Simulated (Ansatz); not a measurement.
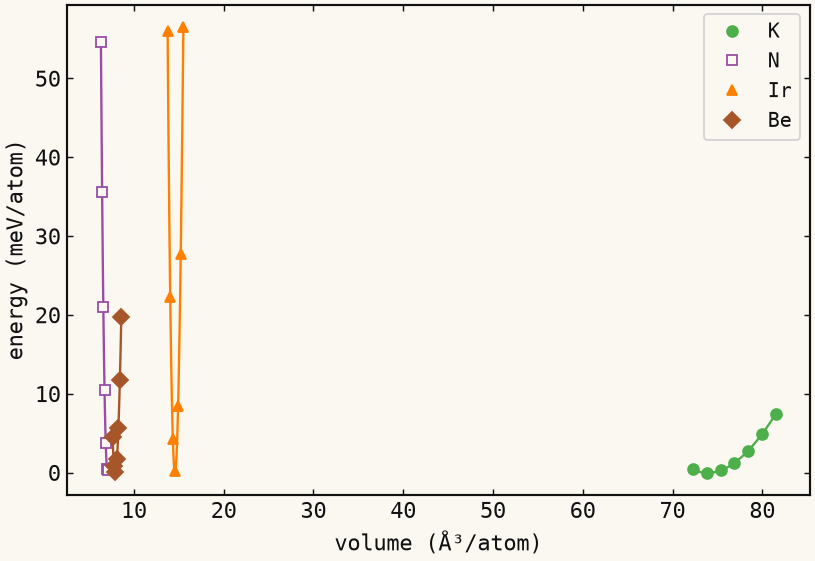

The plot gives the computed energy against volume, with one curve for each element, for Be, Ir, K and N (all in space group P6_3/mmc (No. 194)).

Calculation (Ansatz 0.2.0): plane-wave DFT, no spin polarisation; energies at scaled volumes of the given cell, shape and fractions fixed, counted from the fit's minimum, third-order Birch-Murnaghan fit. Level: PBE.

```json
{"setting": "occupations", "value": "Fermi–Dirac"}
{"setting": "smearing width", "value": "0.05 eV"}
{"setting": "potentials", "value": "Ansatz PAW"}
{"setting": "wave cutoff", "value": "420 eV"}
{"setting": "density cutoff", "value": "1680 eV"}
```

Settings that differ: K: k mesh 7×7×4; N: k mesh 12×12×11; Ir: k mesh 11×11×6; Be: k mesh 13×13×8.

The numbers behind the figure:

K:
| volume (Å³/atom) | energy (meV/atom) |
| --- | --- |
| 72.28 | 0.41 |
| 73.82 | 0.00 |
| 75.36 | 0.31 |
| 76.90 | 1.26 |
| 78.44 | 2.81 |
| 79.97 | 4.88 |
| 81.51 | 7.44 |

N:
| volume (Å³/atom) | energy (meV/atom) |
| --- | --- |
| 6.3198 | 54.68 |
| 6.4543 | 35.64 |
| 6.5888 | 21.07 |
| 6.7232 | 10.53 |
| 6.8577 | 3.76 |
| 6.9921 | 0.44 |
| 7.1266 | 0.33 |

Ir:
| volume (Å³/atom) | energy (meV/atom) |
| --- | --- |
| 13.75 | 55.99 |
| 14.04 | 22.25 |
| 14.33 | 4.26 |
| 14.63 | 0.22 |
| 14.92 | 8.52 |
| 15.21 | 27.71 |
| 15.50 | 56.52 |

Be:
| volume (Å³/atom) | energy (meV/atom) |
| --- | --- |
| 7.6192 | 4.49 |
| 7.7813 | 0.89 |
| 7.9434 | 0.04 |
| 8.1055 | 1.70 |
| 8.2676 | 5.67 |
| 8.4297 | 11.74 |
| 8.5918 | 19.75 |

Limits of the calculation: shape and atomic fractions are frozen while scaling, which makes layered, chain and framework solids too stiff.
